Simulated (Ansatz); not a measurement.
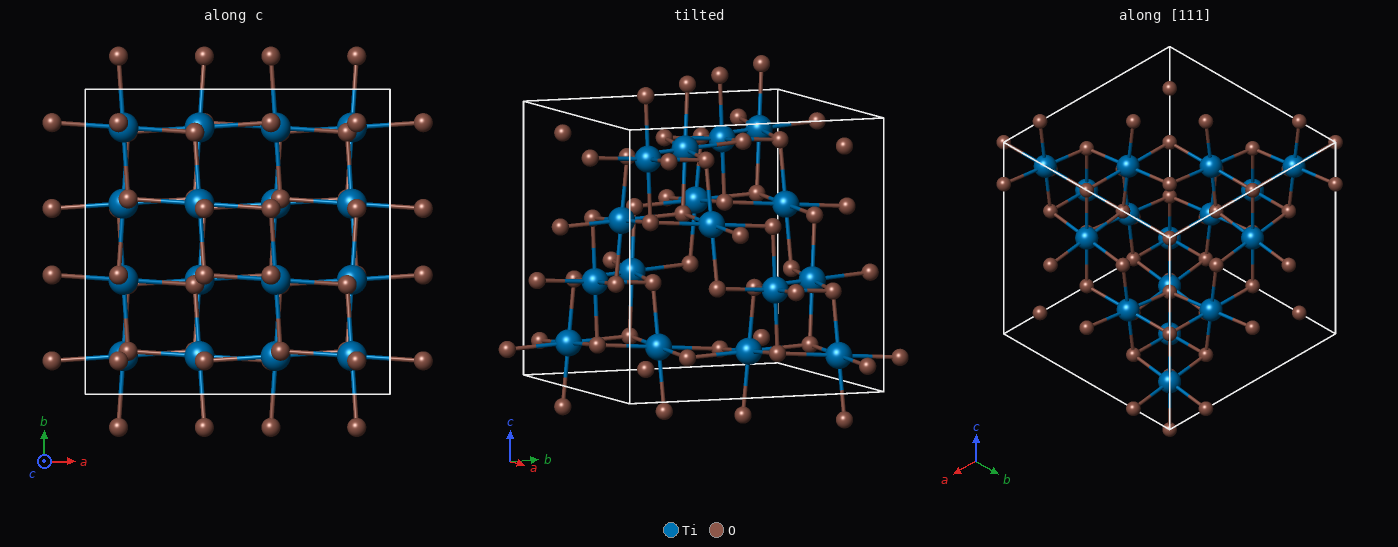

An orthographic ball-and-stick view of the structure, along the c axis, slightly off an axis and along [111]. One conventional unit cell is framed, with atoms on its boundary repeated. A few atoms beyond the faces are included. Cell: a = 8.438 Å, b = 8.438 Å, c = 8.438 Å, α = 90.00°, β = 90.00°, γ = 90.00°.

Caption:

- It has the composition TiO2.
- It is face-centred cubic, space group Fd-3m (No. 227).
- It has 48 atoms to the cell (16 Ti, 32 O).
- The neighbours of Ti are six O in a distorted octahedral arrangement at about 2.0 Å. Each O has three Ti in a trigonal pyramidal arrangement at about 2.0 Å. Not all metal-metal contacts are counted.
- The bonds build a three-dimensional framework.

Origin of the cell: a structure listed in the Materials Project. Earlier steps of the study, as a rule a relaxation of our own, may have changed the cell and positions, so they can lie some per cent off the listed ones. Ansatz was used for an electronic-structure calculation on it.

At this level of theory the run's own cell isn't at rest (stretched, at -5 GPa), so its distances can differ from those at equilibrium, the more so the softer the solid.
